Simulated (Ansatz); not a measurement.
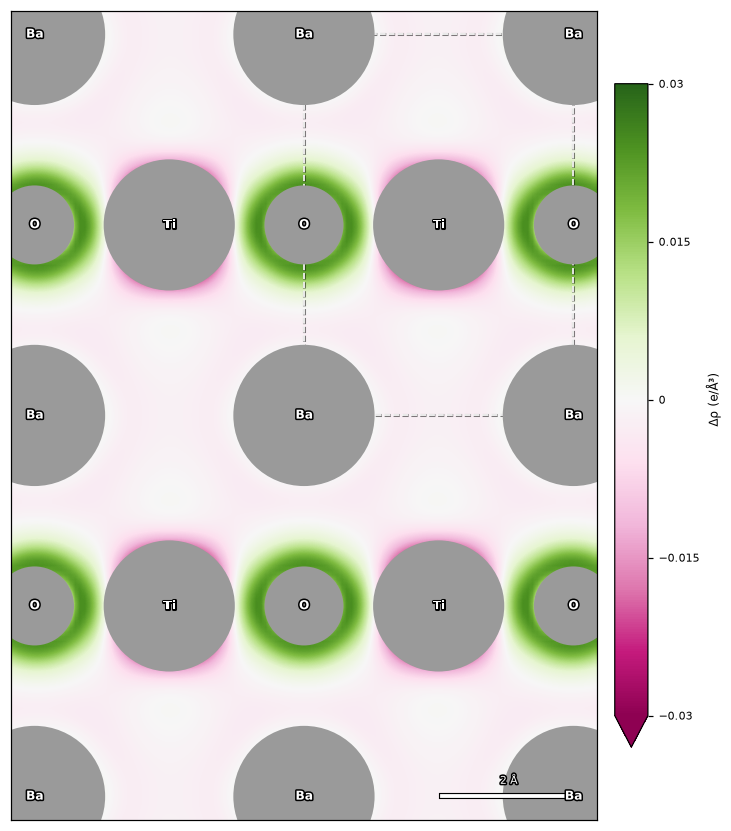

BaTiO3: difference of two self-consistent densities at the same geometry, ρ(HSE06+U) − ρ(PBE+U), on the (11̄0) plane of the conventional cell. Grey discs cover the cores, where the PAW densities can't be compared. Cores are masked to 1.0 Å (Ba), 1.0 Å (Ti) and 0.6 Å (O).

Space group Pm-3m. Effective Hubbard U: 4.0 eV on Ti d.

Both runs: Ansatz, scalar-relativistic, plane waves and PAW, same cutoff, k-points and PAW files (made with PBE).

**How does the change of level move the electrons?**

Against PBE+U, and outside the masked cores, the largest gain, 0.02 e/Å³, lies 0.7 Å from an oxygen nucleus and 1.3 Å from a titanium one, and the largest loss lies at the edge of the masked core of Ti.
Bader charges are Ba +1.53, Ti +2.35 and O −1.29 e with PBE+U and Ba +1.59, Ti +2.54 and O −1.37 e with HSE06+U.
At this volume the pressure is 3 GPa with PBE+U and roughly −2 GPa with HSE06+U.
The gap on the mesh is 2.25 eV with PBE+U and 3.85 eV with HSE06+U.
